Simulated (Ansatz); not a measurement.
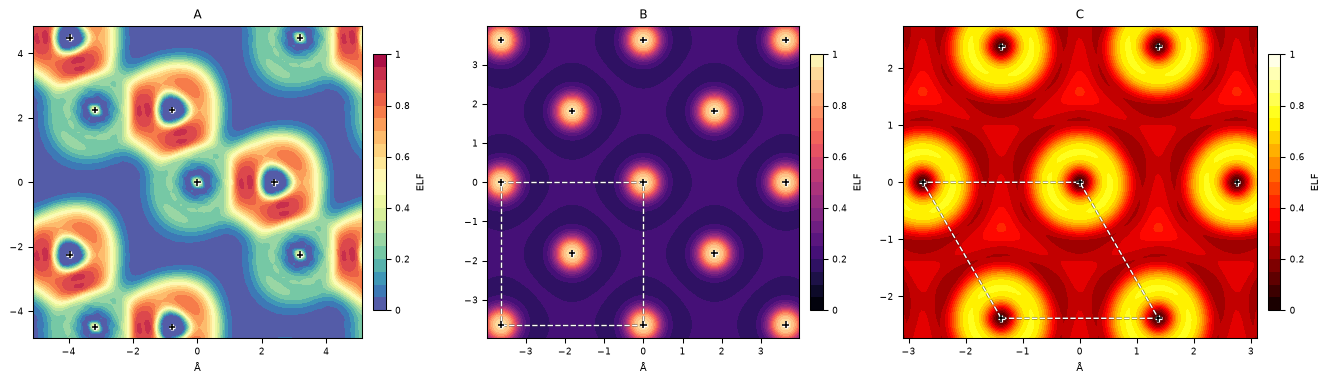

The electron localisation function of 3 systems, each on a plane through atoms (crosses mark nuclei in the plane).

The calculation used DFT PBE, scalar-relativistic, plane waves, PAW in Ansatz 0.2.0.

System 1: Cu, the (001) plane of the conventional cell. Space group Fm-3m; computed without spin polarisation.

System 2: Tc, the (001) plane of the conventional cell. Space group P6₃/mmc; computed without spin polarisation.

```yaml
crystal:
  lattice:
    - [2.75194, 0.00000, 0.00000]
    - [-1.37597, 2.38325, 0.00000]
    - [0.00000, 0.00000, 4.40165]
  atoms:
    - { symbol: Tc, position: [0.33333, 0.66667, 0.25000] }
    - { symbol: Tc, position: [0.66667, 0.33333, 0.75000] }
```

System 3: GaP, the (100) plane of the calculation cell. Space group F-43m.

Which map belongs to which system?

Answer. Panel A is system 3, GaP: the plane holds Ga and P. Ga–P (2.38 Å): the ELF peaks at about 0.95 in the valence shell of P, 0.7 Å from its nucleus, and is about 0.75 at the midpoint. Panel B is system 1, Cu: the plane holds Cu. Cu–Cu (2.57 Å): the ELF is about 0.20 at the midpoint; no shared electron pair shows on this line. Panel C is system 2, Tc: the plane holds Tc.
